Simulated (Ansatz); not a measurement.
# Geometry relaxation of Ni (part 2 of 2)

The same run, continued: Ni (P6₃/mmc, 2 atoms in the cell); DFT HSE06, scalar-relativistic, plane waves, PAW, spin-polarised (Ansatz 0.2.0); cutoff 600 eV, 10×10×6 k-mesh, Gaussian smearing of 0.05 eV, collinear spins. The structure was built on a prototype by a generator; it need not be a known phase. It belongs to a series of runs on one base structure; here: volume 12.006 Å³/atom.

## Output, continued
```
  Residual-converged pass: ⟨swp⟩=3.8  Hψ=6237  notcnv=0  max |occ|·‖R‖ = 7.5e-7 eV (tolerance 7.5e-7 eV)  dr2=4.15e-10  dr2_m=3.75e-11  dr2_onsite=5.91e-10  max |Δocc| = 5.9e-12
hybrid outer 5: dexx = +1.309e-2 eV, tail = 7.66e-2 eV, magnetization grown 1.0169 times (not accepted), Δε = 5.21e-1 eV (about 1.38e0 eV left of the loop's levels), ΔF = 2.78e-17 eV/Å (tail 2.24e-16)
Exchange kernel: α = 0.2500, screened, ω = 0.2079 Å⁻¹, Wigner–Seitz truncation, v(0) = 1046.8532 eV·Å³, q-mesh 10×10×6, nearest image of the exchange supercell L = 24.56 Å, pair-density grid 15×15×24, without the augmentation charges, whose exchange is taken in its separable form by FFT convolution over the k-point mesh (sized by the pseudopotential files, 20×20×36 at the most), smooth part of the exact exchange by density-matrix convolution
Frozen-core exchange: fock
preconditioner: auto → none  [metal: Δε(μ)=0.013 eV  Ē_g=12.995 eV  σ=0.050 eV  W_gap=0.15  n_scr=8 (ndim 8)  ℏωp=33.9 eV  f_vac=0.000  D(μ)=1.12/eV (n_scr^D=8)]
SCF 7 converged in 9 iterations: F = -11675.452999 eV  dr2 = 7.06e-12
  Residual-converged pass: ⟨swp⟩=3.9  Hψ=6970  notcnv=0  max |occ|·‖R‖ = 7.5e-7 eV (tolerance 7.5e-7 eV)  dr2=1.18e-11  dr2_m=2.33e-12  dr2_onsite=2.44e-11  max |Δocc| = 3.2e-12
hybrid outer 6: dexx = +3.707e-3 eV, tail = 1.43e-2 eV, Δε = 2.82e-1 eV (about 6.24e-1 eV left of the loop's levels), ΔF = 3.24e-17 eV/Å (tail 3.18e-16)
Exchange kernel: α = 0.2500, screened, ω = 0.2079 Å⁻¹, Wigner–Seitz truncation, v(0) = 1046.8532 eV·Å³, q-mesh 10×10×6, nearest image of the exchange supercell L = 24.56 Å, pair-density grid 15×15×24, without the augmentation charges, whose exchange is taken in its separable form by FFT convolution over the k-point mesh (sized by the pseudopotential files, 20×20×36 at the most), smooth part of the exact exchange by density-matrix convolution
Frozen-core exchange: fock
preconditioner: auto → none  [metal: Δε(μ)=0.033 eV  Ē_g=13.000 eV  σ=0.050 eV  W_gap=0.36  n_scr=8 (ndim 8)  ℏωp=33.9 eV  f_vac=0.000  D(μ)=0.94/eV (n_scr^D=2)]
SCF 8 converged in 7 iterations: F = -11675.459350 eV  dr2 = 3.51e-10
  Residual-converged pass: ⟨swp⟩=4.4  Hψ=8807  notcnv=0  max |occ|·‖R‖ = 7.4e-7 eV (tolerance 7.5e-7 eV)  dr2=5.68e-11  dr2_m=5.59e-11  dr2_onsite=3.29e-10  max |Δocc| = 4.9e-10
hybrid outer 7: dexx = +1.960e-3 eV, tail = 7.84e-3 eV, Δε = 1.01e-1 eV (about 2.42e-1 eV left of the loop's levels), ΔF = 6.94e-18 eV/Å (tail 2.36e-16)
Exchange kernel: α = 0.2500, screened, ω = 0.2079 Å⁻¹, Wigner–Seitz truncation, v(0) = 1046.8532 eV·Å³, q-mesh 10×10×6, nearest image of the exchange supercell L = 24.56 Å, pair-density grid 15×15×24, without the augmentation charges, whose exchange is taken in its separable form by FFT convolution over the k-point mesh (sized by the pseudopotential files, 20×20×36 at the most), smooth part of the exact exchange by density-matrix convolution
Frozen-core exchange: fock
preconditioner: auto → none  [metal: Δε(μ)=0.024 eV  Ē_g=13.004 eV  σ=0.050 eV  W_gap=0.26  n_scr=8 (ndim 8)  ℏωp=33.9 eV  f_vac=0.000  D(μ)=0.71/eV (n_scr^D=2)]
SCF 9 converged in 7 iterations: F = -11675.462329 eV  dr2 = 9.81e-12
  Residual-converged pass: ⟨swp⟩=3.2  Hψ=6964  notcnv=0  max |occ|·‖R‖ = 7.5e-7 eV (tolerance 7.5e-7 eV)  dr2=4.78e-12  dr2_m=8.70e-12  dr2_onsite=1.80e-11  max |Δocc| = 5.6e-11
hybrid outer 8: dexx = +4.676e-4 eV, tail = 1.97e-3 eV, Δε = 7.63e-2 eV (about 1.57e-1 eV left of the loop's levels), ΔF = 9.25e-18 eV/Å (tail 1.15e-16)
Exchange kernel: α = 0.2500, screened, ω = 0.2079 Å⁻¹, Wigner–Seitz truncation, v(0) = 1046.8532 eV·Å³, q-mesh 10×10×6, nearest image of the exchange supercell L = 24.56 Å, pair-density grid 15×15×24, without the augmentation charges, whose exchange is taken in its separable form by FFT convolution over the k-point mesh (sized by the pseudopotential files, 20×20×36 at the most), smooth part of the exact exchange by density-matrix convolution
Frozen-core exchange: fock
preconditioner: auto → none  [metal: Δε(μ)=0.011 eV  Ē_g=13.004 eV  σ=0.050 eV  W_gap=0.13  n_scr=8 (ndim 8)  ℏωp=33.9 eV  f_vac=0.000  D(μ)=0.71/eV (n_scr^D=2)]
SCF 10 stopped early in 5 iterations: F = -11675.463206 eV  dr2 = 1.15e-5
hybrid outer 9: dexx = +3.315e-4 eV, tail = 1.84e-3 eV, Δε = 4.67e-2 eV (about 7.64e-2 eV left of the loop's levels)
Exchange kernel: α = 0.2500, screened, ω = 0.2079 Å⁻¹, Wigner–Seitz truncation, v(0) = 1046.8532 eV·Å³, q-mesh 10×10×6, nearest image of the exchange supercell L = 24.56 Å, pair-density grid 15×15×24, without the augmentation charges, whose exchange is taken in its separable form by FFT convolution over the k-point mesh (sized by the pseudopotential files, 20×20×36 at the most), smooth part of the exact exchange by density-matrix convolution
Frozen-core exchange: fock
preconditioner: auto → none  [metal: Δε(μ)=0.006 eV  Ē_g=13.017 eV  σ=0.050 eV  W_gap=0.06  n_scr=8 (ndim 8)  ℏωp=33.9 eV  f_vac=0.000  D(μ)=0.69/eV (n_scr^D=2)]
SCF 11 converged in 11 iterations: F = -11675.463224 eV  dr2 = 1.28e-11
  Residual-converged pass: ⟨swp⟩=3.2  Hψ=5673  notcnv=0  max |occ|·‖R‖ = 7.5e-7 eV (tolerance 7.5e-7 eV)  dr2=7.86e-12  dr2_m=3.65e-12  dr2_onsite=3.64e-12  max |Δocc| = 2.2e-12
hybrid outer 10: dexx = +9.620e-6 eV, tail = 3.65e-7 eV, Δε = 9.41e-3 eV (about 1.95e-3 eV left of the loop's levels)
Exchange kernel: α = 0.2500, screened, ω = 0.2079 Å⁻¹, Wigner–Seitz truncation, v(0) = 1046.8532 eV·Å³, q-mesh 10×10×6, nearest image of the exchange supercell L = 24.56 Å, pair-density grid 15×15×24, without the augmentation charges, whose exchange is taken in its separable form by FFT convolution over the k-point mesh (sized by the pseudopotential files, 20×20×36 at the most), smooth part of the exact exchange by density-matrix convolution
Frozen-core exchange: fock
preconditioner: auto → none  [metal: Δε(μ)=0.009 eV  Ē_g=13.016 eV  σ=0.050 eV  W_gap=0.10  n_scr=8 (ndim 8)  ℏωp=33.9 eV  f_vac=0.000  D(μ)=0.68/eV (n_scr^D=2)]
SCF 12 converged in 2 iterations: F = -11675.463224 eV  dr2 = 7.43e-11
  Residual-converged pass: ⟨swp⟩=2.3  Hψ=4280  notcnv=0  max |occ|·‖R‖ = 7.3e-7 eV (tolerance 7.5e-7 eV)  dr2=7.45e-11  dr2_m=3.31e-11  dr2_onsite=9.92e-11  max |Δocc| = 6.4e-13
hybrid outer 11: dexx = +3.757e-10 eV, tail = 7.55e-10 eV, Δε = 1.04e-4 eV (about 5.74e-5 eV left of the loop's levels), ΔF = 1.39e-17 eV/Å (tail 8.56e-18)
at 4 of the mixer's solves, all of them in the SCFs whose states led to this one, it left a direction of its history that read negative out of its fit and stepped the other way along it
this state was not tested for a lower state beside it, because the functional holds exact exchange (a hybrid, or Hartree-Fock), whose exchange loop this test does not read (fock_operator); the stability check (scf.self_checks: high) cannot read this state: a pseudopotential is PAW: the check reads norm-conserving sets alone
relax step   1: F+E_penalty+E_count = -11675.46322396 eV  Δ(F+E_penalty+E_count) = +0.000e0 eV  max|allowed force component| = 6.939e-18 eV/Å  Δτ_max = 0.0000 Å  P = -1.645 GPa  Ω = 24.012 Å³  fix = [volume]  reactions: volume -1.645 GPa  (108 SCF iters, accepted)
Exchange kernel: α = 0.2500, screened, ω = 0.2079 Å⁻¹, Wigner–Seitz truncation, v(0) = 1046.8532 eV·Å³, q-mesh 10×10×6, nearest image of the exchange supercell L = 24.56 Å, pair-density grid 15×15×24, without the augmentation charges, whose exchange is taken in its separable form by FFT convolution over the k-point mesh (sized by the pseudopotential files, 20×20×36 at the most), smooth part of the exact exchange by density-matrix convolution
Frozen-core exchange: fock
preconditioner: auto → none  [metal: Δε(μ)=0.009 eV  Ē_g=13.360 eV  σ=0.050 eV  W_gap=0.10  n_scr=8 (ndim 8)  ℏωp=33.9 eV  f_vac=0.000  D(μ)=0.68/eV (n_scr^D=2)]
SCF 13 converged in 2 iterations: F = -11675.463224 eV  dr2 = 3.27e-11
hybrid outer 1: dexx = +2.984e-11 eV, tail = 2.17e-10 eV
Exchange kernel: α = 0.2500, screened, ω = 0.2079 Å⁻¹, Wigner–Seitz truncation, v(0) = 1046.8532 eV·Å³, q-mesh 10×10×6, nearest image of the exchange supercell L = 24.56 Å, pair-density grid 15×15×24, without the augmentation charges, whose exchange is taken in its separable form by FFT convolution over the k-point mesh (sized by the pseudopotential files, 20×20×36 at the most), smooth part of the exact exchange by density-matrix convolution
Frozen-core exchange: fock
SCF iter   1: F=—  HF=-11675.463224 eV  |F-HF|=—  |Δ(HF+E_count)|=         —  Δρ=6.00e-7 (↑3.14e-7 ↓6.00e-7)  dr2=6.23e-11  dr2_m=2.41e-11  M=1.950 μB ∫|m|=2.215 μB  β_m=0.30  ethr=3.56e-11  ⟨swp⟩=11.0  Hψ=8099  notcnv=0
SCF iter   2: F=-11675.463224 eV  HF=-11675.463224 eV  |F-HF|=1.82e-11  |Δ(HF+E_count)|=  9.09e-12  Δρ=4.07e-7 (↑1.46e-7 ↓4.07e-7)  dr2=1.24e-11  dr2_m=1.25e-11  M=1.950 μB ∫|m|=2.215 μB  ethr=1.13e-12 (applied; sched 1.00e-12)  ⟨swp⟩=3.4  Hψ=5029  notcnv=0
SCF 14 converged in 2 iterations: F = -11675.463224 eV  dr2 = 1.24e-11
  Residual-converged pass: ⟨swp⟩=2.9  Hψ=5102  notcnv=0  max |occ|·‖R‖ = 7.5e-7 eV (tolerance 7.5e-7 eV)  dr2=1.13e-11  dr2_m=1.29e-11  dr2_onsite=3.06e-11  max |Δocc| = 3.9e-13
hybrid outer 2: dexx = +9.095e-13 eV, tail = 1.13e-10 eV, Δε = 5.02e-6 eV (about 3.54e-5 eV left of the loop's levels)
this state was not tested for a lower state beside it, because the functional holds exact exchange (a hybrid, or Hartree-Fock), whose exchange loop this test does not read (fock_operator); the stability check (scf.self_checks: high) cannot read this state: a pseudopotential is PAW: the check reads norm-conserving sets alone
relax step   2: F+E_penalty+E_count = -11675.46322396 eV  Δ(F+E_penalty+E_count) = -1.164e-10 eV  max|allowed force component| = 8.095e-18 eV/Å  Δτ_max = 0.0000 Å  P = -1.645 GPa  Ω = 24.012 Å³  fix = [volume]  reactions: volume -1.645 GPa  stress off target by 2.89e-1 GPa on what of the cell is left free  SCF on the basis re-selected at this cell (its energy is not comparable with the rows above)  (4 SCF iters)
basis re-selected at this cell: Δ(F+E_penalty+E_count) = -1.164e-10 eV, ΔP = +0.000 GPa vs the last step (what re-selecting the basis moved, of the pressure what is left beyond the Pulay correction that the steps carried, after the strain that the cell walked since its last selection, with what the two solves' SCF thresholds leave and, on support functions, any second-order correction that the steps lacked; it is no measure of the basis error at this ecutwfc). This SCF's stress stands 2.89e-1 GPa from its target on what of the cell is left free (relax.cell.stress_tol is 4.00e-1 GPa) and its largest allowed force component is 8.10e-18 eV/Å (relax.f_tol is 4.00e-2 eV/Å): within both
hybrid SCF converged: 2 outer / 4 inner (+0 warm-up), last move |dexx| = 9.09e-13 eV, tail = 1.13e-10 eV
Magnetization: 1.9502 μB (18.9751 up, 17.0249 down)
Absolute magnetization: 2.2160 μB (∫|ρ↑−ρ↓|, with the PAW one-centre terms)
Spin contamination: 0.0719 ħ² per cell (⟨S²⟩ above its minimum at these occupations)
Per-site moments (μB) at R_I (Å): [(1.0189332504963151, 1.0472687213643306), (1.0189332504963147, 1.0472687213643306)]
Free energy (F): -11675.463224 eV
Frozen-core exchange: fock
Harris-Foulkes:  -11675.463224 eV  (|F-HF|=1.82e-11)
Internal energy: -11675.462372 eV  (E = F + TS)
E sigma→0 (E₀):  -11675.462798 eV
Entropy (-TS):   -0.000852 eV (-0.426 meV/atom)
Fermi energy:    16.226555 eV
--- Per-component energies (eV) ---
  E_band       = -745.977848
  E_kinetic    = 562.714357
  E_local      = -7234.453802  (includes V_loc(G=0)·N_el)
  E_nonlocal   = 1293.294713
  E_hartree    = 3027.773037
  E_xc         = -134.562923
  E_vxc        = -171.616754  (∫ρ·V_xc dr)
  E_exx        = -192.741411  (= α·E_x^exact, valence–valence)
  E_paw        = -3113.687544  (= ΣΔE_a)
  E_vpaw       = -865.979554  (= ΣTr[D̂ρ^β])
  E_aug_tail   = 0.000146  (compensation charges beyond the density's cutoff)
  E_ewald      = -5883.366407
  E_core_change = -0.432539  (= ΣΔE_core)
  E_smearing   = -0.000852  (= −TS)
  E_closure    = -0.000001  (closes the sum)
  Σ components = -11675.463224   (vs F -11675.463224, Δ=1.82e-12)
--- Forces (eV/Å), atoms counted from 1 ---
  atom   1  Ni     0.00000000     0.00000000     0.00000000
  atom   2  Ni    -0.00000000     0.00000000     0.00000000
  max |Σ_I F_I| component: 0.00e0 eV/Å
--- Stress (GPa, compression-positive) ---
       -1.789901       0.000000       0.000000
        0.000000      -1.789901      -0.000000
        0.000000      -0.000000      -1.356434
  P = ⅓ Tr σ = -1.6454 GPa (-16.454 kbar)
--- Band table (eV; the first three rows and the last of 112) ---
  k-point 0 ↑: bands = ["-93.9438", "-93.9149", "-53.7496", "-53.5641", "-52.2809", "-52.2809", "-52.2443", "-52.2443", "6.3134", "9.0549", "10.7588", "12.2802", "12.2802", "12.3041", "12.3041", "12.5523", "12.5523", "13.4059", "13.4059", "15.7730", "21.5664", "37.9624", "39.0946", "39.0946"]
  k-point 1 ↑: bands = ["-93.9418", "-93.9168", "-53.7370", "-53.5765", "-52.2784", "-52.2784", "-52.2467", "-52.2467", "6.6167", "9.0930", "10.7033", "12.0847", "12.0847", "12.4549", "12.4549", "12.5920", "12.5920", "13.4115", "13.4115", "14.3301", "23.4265", "37.9652", "39.3620", "39.3620"]
  k-point 2 ↑: bands = ["-93.9366", "-93.9221", "-53.7028", "-53.6102", "-52.2715", "-52.2715", "-52.2533", "-52.2533", "7.4801", "9.1094", "10.5973", "12.0107", "12.0107", "12.1086", "12.2522", "12.2522", "12.9181", "12.9181", "13.3633", "13.3633", "27.0078", "35.4894", "38.2144", "39.4487"]
  k-point 55 ↓: bands = ["-92.2394", "-92.2394", "-51.0859", "-51.0859", "-50.9497", "-50.9497", "-50.9147", "-50.9147", "11.6374", "11.6374", "12.2521", "12.2521", "13.1404", "13.1404", "14.0899", "14.0899", "18.6156", "18.6156", "20.6661", "20.6661", "24.0622", "24.0622", "25.5053", "25.5053"]
--- Relaxed structure (1 steps of the walk, 1 accepted, 1 SCFs on fresh bases) ---
  F+E_penalty+E_count = -11675.46322396 eV   max|allowed force component| = 8.095e-18 eV/Å   (the final SCF, on the basis selected at the relaxed cell)
  cell:  # Å, volume = 24.0125 Å³
    - [2.6028757453937894, 0.0, 0.0]
    - [-1.3014378726968947, 2.2541565184053782, 0.0]
    - [0.0, 0.0, 4.0926048559]
  atoms:
    - { symbol: Ni, position: [0.33333333333333337, 0.6666666666666667, 0.7500000000000001] }
    - { symbol: Ni, position: [0.6666666666666667, 0.33333333333333337, 0.25] }
--- Löwdin populations: 2 sites ---
  site symbol       q [e]    m [muB]
     0     Ni     17.7949     1.0158
     1     Ni     17.7949     1.0158
  spilling = 0.011397 (of n_electrons = 36.000000)
```

## File populations.tsv
```
# site	symbol	l	j	q_up	q_dn
# orbitals = lowdin
# n_electrons = 36.000000
# spilling = 0.011397
0	Ni	0_3S	-	0.998527	0.998566
0	Ni	0_4S	-	0.503433	0.505070
0	Ni	1_3P	-	2.999319	2.999075
0	Ni	2_3D	-	4.904044	3.886817
1	Ni	0_3S	-	0.998527	0.998566
1	Ni	0_4S	-	0.503433	0.505070
1	Ni	1_3P	-	2.999319	2.999075
1	Ni	2_3D	-	4.904044	3.886817
```

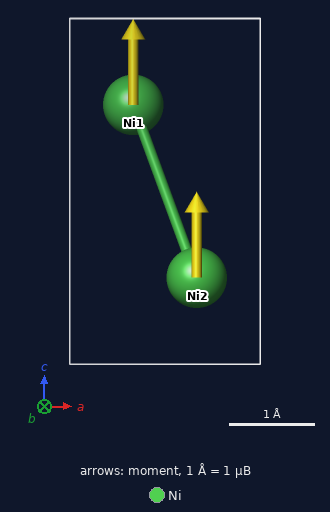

*Magnetic moments of the sites as yellow arrows (ball-and-stick view of the cell of the calculation, along the b axis; atoms are numbered from 1 in the order of the input); small moments hardly show. The run is collinear, so the axis drawn is arbitrary.*

Site moments: Ni1, Ni2 (1.02 μB). They are counted near the atoms and needn't add up to the moment of the cell.

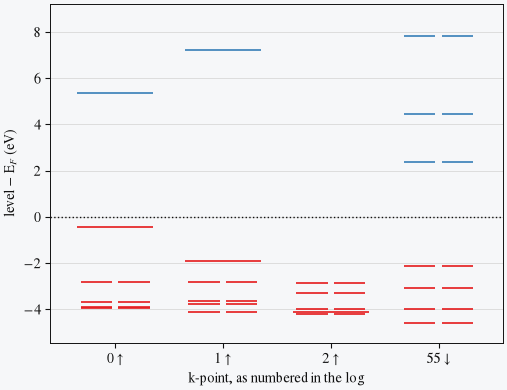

*Kohn–Sham levels near the Fermi level (dotted) at the few k-points that the log prints; levels within 0.02 eV of each other stand side by side.*

The system is metallic on the full mesh.

This output came from the following input.

## Input
```yaml
crystal:
  lattice:
    - [2.6028757454, 0.0, 0.0]
    - [-1.3014378727, 2.2541565184, 0.0]
    - [0.0, 0.0, 4.0926048559]
  atoms:
    - { symbol: Ni, position: [0.3333333333, 0.6666666667, 0.75], spin: 1.12 }
    - { symbol: Ni, position: [0.6666666667, 0.3333333333, 0.25], spin: 1.12 }
basis:
  ecutwfc: 600
  ecutrho_ratio: 5
kpoints:
  mp_grid: { grid: [10, 10, 6] }
hamiltonian:
  xc: hse06
scf:
  occupations: { method: gaussian, width: 0.05 }
output:
  forces: true
  stress: true
  eigenvalues: true
  populations: true
magnetization:
  spin_polarized: true
relax:
  f_tol: 0.04
  max_steps: 40
  cell: { stress_tol: 0.4, fix: [volume] }
```

## Summary

| quantity | value |
| --- | --- |
| outcome | converged |
| space group (tolerance 0.01 Å) | P6₃/mmc (194) |
| electrons treated | 36 |
| free energy | −11675.4632 eV |
| Fermi energy | 16.227 eV |
| gap on the k-point mesh | none (metallic) |
| net moment of the cell | 1.95 μB |
| integrated absolute moment | 2.22 μB |
| pressure | −1.65 GPa |
| final volume | 24.01 Å³ |
| largest force (length of the vector) at the end | under 0.001 eV/Å |
| final cell | a = 2.603 Å, b = 2.603 Å, c = 4.093 Å, α = 90.00°, β = 90.00°, γ = 120.00° |
| hardware | 4 threads of an x86-64 CPU, shared host |
| wall time | 2.3 min (CPU time 8.3 min) |
| peak memory | 3.2 GiB |

## Remarks

The program warns: the state was not tested for a lower one.
